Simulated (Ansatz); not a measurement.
Consider this structure, Ni.

```xyz
1
Lattice="2.3241 0.0000 0.0000 0.0000 2.3241 0.0000 0.0000 0.0000 2.3241" Properties=species:S:1:pos:R:3 pbc="T T T"
Ni    0.0000    0.0000    0.0000
```

It is based on the input geometry of an electronic-structure calculation (not necessarily at equilibrium); the starting structure was generated, so it need not be a known form of this composition.

**Predict the first 3 clear peaks of the neutron G(r) with σ = 0.10 Å, and name the atom pairs.**

1. 2.32 Å: Ni–Ni at 2.32 Å
2. 3.29 Å: Ni–Ni at 3.29 Å
3. 4.03 Å: Ni–Ni at 4.03 Å

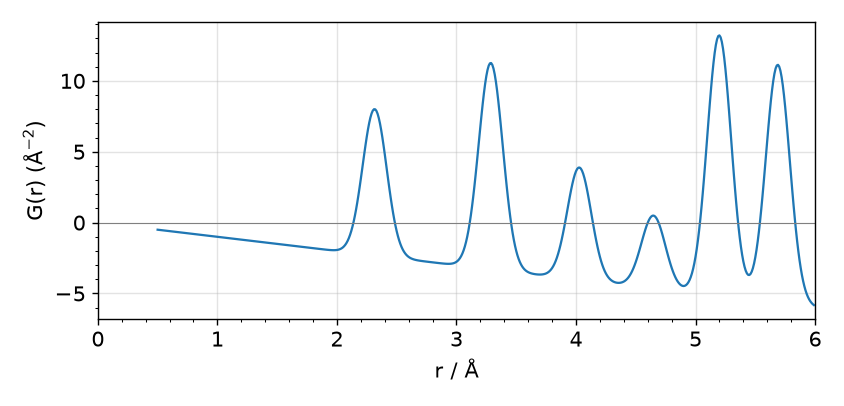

Simulated neutron pair distribution function, G(r) = R(r)/r − 4πρ₀r, summed over the atomic distances of the structure with each pair weighted by the product of the tabulated coherent neutron scattering lengths (natural isotope mix where the element has one); every distance is a Gaussian of σ = 0.10 Å. No termination ripples are included.
